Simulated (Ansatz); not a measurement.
**Two runs on Al**

System: Al (6 atoms in the cell).
Method of run A: DFT PBE+D3(BJ), scalar-relativistic, plane waves, PAW, PAW set soft_1, no spin polarisation (Ansatz 0.2.0).

The structure derives from a Materials Project entry. Text and figures count atoms from 1; the logs count them from 0 in places.

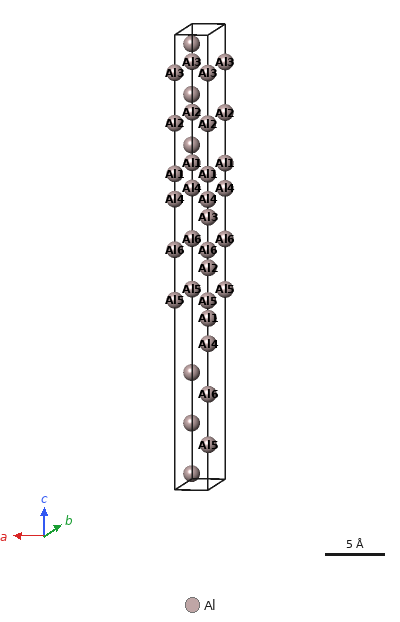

**Figure 1.** The structure (spheres-only view of the cell 3 times as large as that of the calculation, set on its symmetry axes, seen at an oblique angle; atoms are numbered from 1 in the order of the input). An atom can appear more than once, as a periodic image.

## Input file, run A
```yaml
crystal:
  lattice:
    - [-2.803570076, 0.0, 0.0]
    - [-1.401785038, -2.4279629071, 0.0]
    - [-2.803570076, -1.6186419381, 14.0252688885]
  atoms:
    - { symbol: Al, position: [0.6111, 0.6111, 0.08335] }
    - { symbol: Al, position: [0.3888777778, 0.3888777778, 0.4166833333] }
    - { symbol: Al, position: [0.1666555556, 0.1666555556, 0.7500166667] }
    - { symbol: Al, position: [-0.2777888889, -0.2777888889, 0.9166833333] }
    - { symbol: Al, position: [0.1666555556, 0.1666555556, 0.2500166667] }
    - { symbol: Al, position: [-0.0555666667, -0.0555666667, 0.58335] }
basis:
  ecutwfc: 420
kpoints:
  mp_grid: { grid: [18, 18, 3] }
hamiltonian:
  xc: pbe
  pseudopotentials: { kind: paw, azcp: { folder: soft_1 } }
  dispersion: d3bj
scf:
  occupations: { method: gaussian, width: 0.15 }
output:
  forces: true
  stress: true
  eigenvalues: true
```

Launched with:
```bash
ansatz run input.yaml --threads 2 --pin off --max-ram 4096MiB --backend cpu --events-out ev --progress --plain --runs-dir out
```

Hardware: 2 threads of Arm Neoverse N1, 98 GiB of memory available, shared host.

## Output, shortened to warnings, some set-up lines, iterations and results (run A)
```
Warning: crystal.symmetry: narrowed to the stabiliser of the k-point mesh — unitary ops 12 → 4; excluded 8 operations that carry a point of the 18×18×3 mesh (shift [0, 0, 0]) off the mesh (the run samples exactly the mesh kpoints.mp_grid names, as under crystal.symmetry.detect: false, and its converged state has the mesh's symmetry, not the crystal's; ε∞, the Born charges and the force constants …
Basis set: ecut = 420 eV, 1907 PW (Γ), exchange–correlation on 40×40×200 points (8 copies of the dense FFT grid, shifted against one another)
Symmetry: 4 space group operations
k-points: 262 of 972
Initial density: superposition of atomic densities (chi_scale 0.1, normalization cell)
[...]
SCF iter   1: F=—  HF=-3226.628020 eV  |F-HF|=—  |Δ(HF+E_count)|=         —  Δρ=2.34e-2  dr2=7.20e-1  ethr=3.10e-3  ⟨swp⟩=6.6  Hψ=25487  notcnv=0  defer=2
SCF iter   2: F=—  HF=-3226.522781 eV  |F-HF|=—  |Δ(HF+E_count)|=   1.05e-1  Δρ=1.54e-2  dr2=3.58e-1  ethr=3.10e-3  ⟨swp⟩=1.0  Hψ=6027  notcnv=0  defer=6
SCF iter   3: F=—  HF=-3226.404565 eV  |F-HF|=—  |Δ(HF+E_count)|=   1.18e-1  Δρ=2.65e-3  dr2=2.61e-1  ethr=1.99e-3  ⟨swp⟩=1.9  Hψ=4360  notcnv=0  defer=63
SCF iter   4: F=—  HF=-3226.393705 eV  |F-HF|=—  |Δ(HF+E_count)|=   1.09e-2  Δρ=5.66e-4  dr2=4.95e-3  ethr=1.45e-3  ⟨swp⟩=1.1  Hψ=3679  notcnv=0  defer=64
SCF iter   5: F=—  HF=-3226.393295 eV  |F-HF|=—  |Δ(HF+E_count)|=   4.11e-4  Δρ=3.25e-4  dr2=6.95e-4  ethr=2.75e-5  ⟨swp⟩=1.3  Hψ=4524  notcnv=0  defer=91
SCF iter   6: F=—  HF=-3226.393154 eV  |F-HF|=—  |Δ(HF+E_count)|=   1.41e-4  Δρ=8.39e-5  dr2=1.74e-5  ethr=3.86e-6  ⟨swp⟩=2.0  Hψ=4720  notcnv=0  defer=91
SCF iter   7: F=—  HF=-3226.393126 eV  |F-HF|=—  |Δ(HF+E_count)|=   2.75e-5  Δρ=4.11e-5  dr2=6.34e-6  ethr=9.69e-8  ⟨swp⟩=2.1  Hψ=5328  notcnv=0  defer=288
SCF iter   8: F=—  HF=-3226.393125 eV  |F-HF|=—  |Δ(HF+E_count)|=   1.08e-6  Δρ=1.35e-5  dr2=2.45e-7  ethr=3.52e-8  ⟨swp⟩=1.8  Hψ=4803  notcnv=0  defer=288
SCF iter   9: F=-3226.393125 eV  HF=-3226.393125 eV  |F-HF|=9.37e-9  |Δ(HF+E_count)|=   9.38e-9  Δρ=2.61e-6  dr2=1.24e-8  ethr=5.56e-10  ⟨swp⟩=7.0  Hψ=16056  notcnv=0
SCF 1 converged in 9 iterations: F = -3226.393125 eV  dr2 = 1.24e-8
SCF converged after 9 iterations
Free energy (F): -3226.393125 eV
Harris-Foulkes:  -3226.393125 eV  (|F-HF|=9.37e-9)
Internal energy: -3226.365758 eV  (E = F + TS)
E sigma→0 (E₀):  -3226.379442 eV
Entropy (-TS):   -0.027367 eV (-4.561 meV/atom)
Fermi energy:    8.253997 eV
--- Per-component energies (eV) ---
  E_band       = 68.155515
  E_kinetic    = 138.750322
  E_local      = 64.700862  (includes V_loc(G=0)·N_el)
  E_nonlocal   = 61.907513
  E_hartree    = 0.745496
  E_xc         = -227.772192
  E_vxc        = -177.082036  (∫ρ·V_xc dr)
  E_paw        = -2817.159415  (= ΣΔE_a)
  E_vpaw       = -21.612054  (= ΣTr[D̂ρ^β])
  E_aug_tail   = -0.000017  (compensation charges beyond the density's cutoff)
  E_ewald      = -445.441644
  E_disp       = -2.096685  (pairwise vdW)
  E_smearing   = -0.027367  (= −TS)
  E_closure    = -0.000000  (closes the sum)
  Σ components = -3226.393125   (vs F -3226.393125, Δ=0.00e0)
--- Forces (eV/Å), atoms counted from 1 ---
  atom   1  Al    -0.00190157    -0.00109787     2.08798808
  atom   2  Al    -0.00099115    -0.00057224     0.01759157
  atom   3  Al    -0.00266603    -0.00153923     0.05329406
  atom   4  Al     0.00190157     0.00109787    -2.08798808
  atom   5  Al     0.00266603     0.00153923    -0.05329406
  atom   6  Al     0.00099115     0.00057224    -0.01759157
  max |Σ_I F_I| component: 3.75e-16 eV/Å
--- Stress (GPa, compression-positive) ---
        0.794040       0.051252      -0.201159
        0.051252       0.734859      -0.116139
       -0.201159      -0.116139       6.965628
  P = ⅓ Tr σ = 2.8315 GPa (28.315 kbar)
```

For run B the input was changed thus:
```diff
-    - [-2.803570076, -1.6186419381, 14.0252688885]
+    - [-2.1805545036, -1.6186419381, 14.0252688885]
-    - { symbol: Al, position: [0.6111, 0.6111, 0.08335] }
-    - { symbol: Al, position: [0.3888777778, 0.3888777778, 0.4166833333] }
-    - { symbol: Al, position: [0.1666555556, 0.1666555556, 0.7500166667] }
-    - { symbol: Al, position: [-0.2777888889, -0.2777888889, 0.9166833333] }
-    - { symbol: Al, position: [0.1666555556, 0.1666555556, 0.2500166667] }
-    - { symbol: Al, position: [-0.0555666667, -0.0555666667, 0.58335] }
+    - { symbol: Al, position: [0.6296222222, 0.6111, 0.08335] }
+    - { symbol: Al, position: [0.4814740741, 0.3888777778, 0.4166833333] }
+    - { symbol: Al, position: [0.3333259259, 0.1666555556, 0.7500166667] }
+    - { symbol: Al, position: [-0.0740814815, -0.2777888889, 0.9166833333] }
+    - { symbol: Al, position: [0.2222148148, 0.1666555556, 0.2500166667] }
+    - { symbol: Al, position: [0.0740666667, -0.0555666667, 0.58335] }
```

What does this change do to the results?

With the same functional and potentials, run B lies 34.3 meV per atom lower. The pressure goes from 2.83 to 1.77 GPa. The largest force goes from 2.088 to 1.368 eV/Å. The SCF takes 8 iterations against 9. The irreducible k-points go from 262 to 488. The plane waves at Γ go from 1907 to 1885. On the same kind of shared host run B took about 1.8 times as long.

## Output, shortened to warnings, some set-up lines, iterations and results (run B)
```
Basis set: ecut = 420 eV, 1885 PW (Γ), exchange–correlation on 40×40×192 points (8 copies of the dense FFT grid, shifted against one another)
Symmetry: 2 space group operations
k-points: 488 of 972
Initial density: superposition of atomic densities (chi_scale 0.1, normalization cell)
[...]
SCF iter   1: F=—  HF=-3226.825287 eV  |F-HF|=—  |Δ(HF+E_count)|=         —  Δρ=2.31e-2  dr2=6.08e-1  ethr=3.10e-3  ⟨swp⟩=6.4  Hψ=46949  notcnv=0  defer=2
SCF iter   2: F=—  HF=-3226.725782 eV  |F-HF|=—  |Δ(HF+E_count)|=   9.95e-2  Δρ=1.53e-2  dr2=2.85e-1  ethr=3.10e-3  ⟨swp⟩=1.0  Hψ=11225  notcnv=0  defer=3
SCF iter   3: F=—  HF=-3226.604557 eV  |F-HF|=—  |Δ(HF+E_count)|=   1.21e-1  Δρ=1.80e-3  dr2=1.20e-1  ethr=1.58e-3  ⟨swp⟩=1.2  Hψ=7055  notcnv=0  defer=73
SCF iter   4: F=—  HF=-3226.599719 eV  |F-HF|=—  |Δ(HF+E_count)|=   4.84e-3  Δρ=5.92e-4  dr2=1.08e-2  ethr=6.65e-4  ⟨swp⟩=1.1  Hψ=6932  notcnv=0  defer=73
SCF iter   5: F=—  HF=-3226.599100 eV  |F-HF|=—  |Δ(HF+E_count)|=   6.19e-4  Δρ=2.44e-4  dr2=5.93e-4  ethr=6.01e-5  ⟨swp⟩=1.0  Hψ=6811  notcnv=0  defer=73
SCF iter   6: F=—  HF=-3226.599014 eV  |F-HF|=—  |Δ(HF+E_count)|=   8.64e-5  Δρ=5.98e-5  dr2=1.65e-5  ethr=3.29e-6  ⟨swp⟩=1.6  Hψ=8649  notcnv=0  defer=73
SCF iter   7: F=—  HF=-3226.599057 eV  |F-HF|=—  |Δ(HF+E_count)|=   4.26e-5  Δρ=2.77e-5  dr2=5.48e-6  ethr=9.19e-8  ⟨swp⟩=2.0  Hψ=9324  notcnv=0  defer=510
SCF iter   8: F=-3226.599056 eV  HF=-3226.599056 eV  |F-HF|=1.72e-8  |Δ(HF+E_count)|=   8.33e-7  Δρ=8.44e-6  dr2=5.25e-8  ethr=5.56e-10  ⟨swp⟩=5.8  Hψ=33331  notcnv=0
SCF 1 converged in 8 iterations: F = -3226.599056 eV  dr2 = 5.25e-8
SCF converged after 8 iterations
Free energy (F): -3226.599056 eV
Harris-Foulkes:  -3226.599056 eV  (|F-HF|=1.72e-8)
Internal energy: -3226.571054 eV  (E = F + TS)
E sigma→0 (E₀):  -3226.585055 eV
Entropy (-TS):   -0.028002 eV (-4.667 meV/atom)
Fermi energy:    8.286220 eV
--- Per-component energies (eV) ---
  E_band       = 68.259870
  E_kinetic    = 138.541737
  E_local      = 65.324324  (includes V_loc(G=0)·N_el)
  E_nonlocal   = 61.487429
  E_hartree    = 0.701984
  E_xc         = -227.698007
  E_vxc        = -177.007279  (∫ρ·V_xc dr)
  E_paw        = -2817.024280  (= ΣΔE_a)
  E_vpaw       = -21.490093  (= ΣTr[D̂ρ^β])
  E_aug_tail   = -0.000015  (compensation charges beyond the density's cutoff)
  E_ewald      = -445.807788
  E_disp       = -2.096439  (pairwise vdW)
  E_smearing   = -0.028002  (= −TS)
  E_closure    = 0.000000  (closes the sum)
  Σ components = -3226.599056   (vs F -3226.599056, Δ=0.00e0)
--- Forces (eV/Å), atoms counted from 1 ---
  atom   1  Al     0.54369765     0.01486445     1.25558968
  atom   2  Al     0.01533970    -0.00000904     0.01280153
  atom   3  Al     0.02522323    -0.01684659     0.03833570
  atom   4  Al    -0.54369765    -0.01486445    -1.25558968
  atom   5  Al    -0.02522323     0.01684659    -0.03833570
  atom   6  Al    -0.01533970     0.00000904    -0.01280153
  max |Σ_I F_I| component: 3.82e-17 eV/Å
--- Stress (GPa, compression-positive) ---
        0.926612      -0.317055       2.270786
       -0.317055       0.800622       0.234047
        2.270786       0.234047       3.574643
  P = ⅓ Tr σ = 1.7673 GPa (17.673 kbar)
```

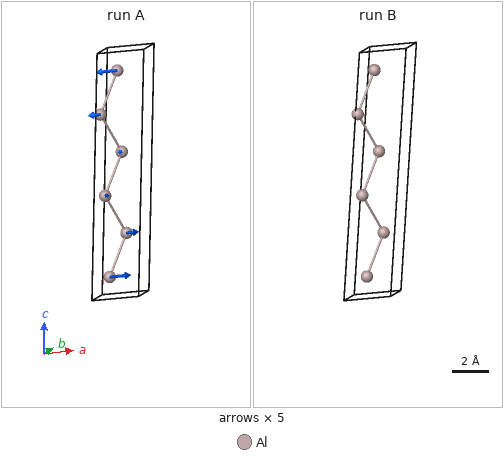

**Figure 2.** The two input geometries at one scale (ball-and-stick view of the reduced cell, seen slightly off an axis). The blue arrows on the first give the shifts of the atoms relative to the cell, with their mean removed, magnified 5 times. The largest moves relative to the cell, 0.26 Å, are those of Al atoms. (The mean shift of all atoms is removed.) The drawn cell changes at constant volume: a = b stay at 2.804 Å, c 14.118 → 14.194 Å (+0.5 %), α 84.3° → 83.1°, β 84.3° → 81.8°. Among the contacts that change: Al–Al 2.338 → 2.419 Å.

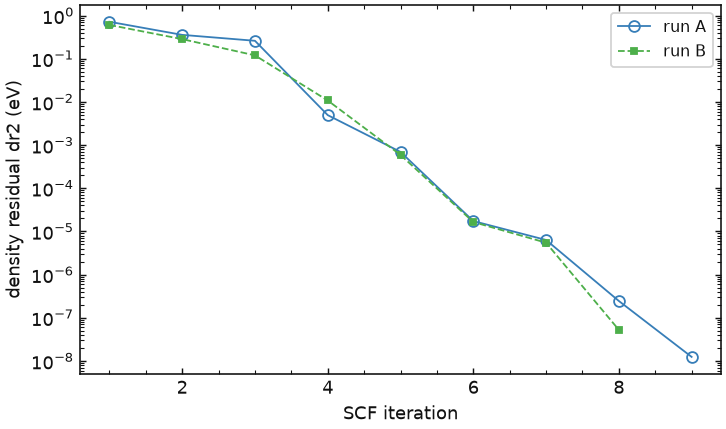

**Figure 3.** Convergence of the two runs: density residual dr2 against the SCF iteration. Run A takes 9 iterations in all, and run B takes 8.

## The two runs side by side

```tsv
quantity	run A	run B
outcome	converged	converged
free energy per atom (eV)	−537.7322	−537.7665
energy per atom, smearing taken to zero (eV)	−537.7299	−537.7642
gap on the mesh (eV)	0.00	0.00
pressure (GPa)	2.83	1.77
largest force (eV/Å)	2.088	1.368
SCF iterations	9	8
irreducible k-points	262	488
plane waves at Γ	1907	1885
wall time (shared host)	21 s	38 s
```

For run A: Warnings: the k-point mesh lowers the symmetry that the run can use.
